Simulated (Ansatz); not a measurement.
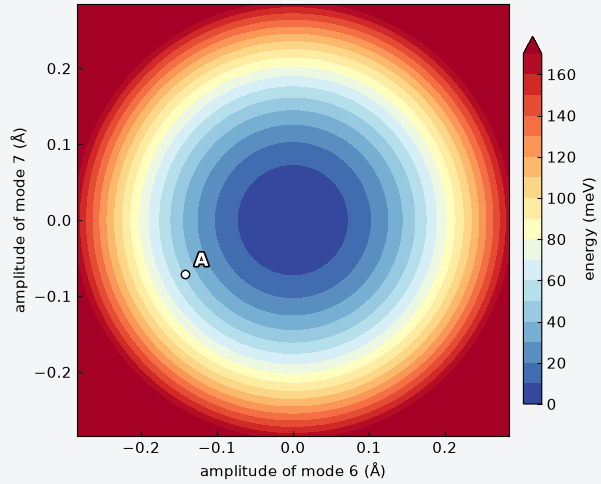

SrO (P6_3/mmc, No. 194; 4 atoms in the cell). 
- The energy is mapped over two normal modes frozen in (zone-centre modes of the 4-atom cell of this scan).
- The first coordinate is: amplitude of mode 6 (177 cm⁻¹), largest displacement; the second: amplitude of mode 7 (177 cm⁻¹), largest displacement.
- Nothing is relaxed (the cell and all other modes fixed).
- Grid: 9 × 9 points; 25 points were computed and 56 follow by symmetry.
- Points are written as (first, second).
- Energies: meV per cell, counted from the lowest grid point.
- All numbers below come from Ansatz, DFT PBE, scalar-relativistic, plane waves, PAW. Settings: cutoff 520 eV, k-mesh 9×9×4 in the order of the run's cell vectors, gaussian smearing 0.05 eV, no spin polarisation.

In the figure: filled contours, one colour for all values above the top of the scale, the point A. Between grid points the surface is interpolated.

Which way does the force act at A, and how strong is it?

Answer. A, at (−0.142 Å, −0.071 Å), is not a stationary point. The computed force is 560 meV for each Å towards larger values of the first coordinate and 280 meV for each Å towards larger values of the second coordinate.
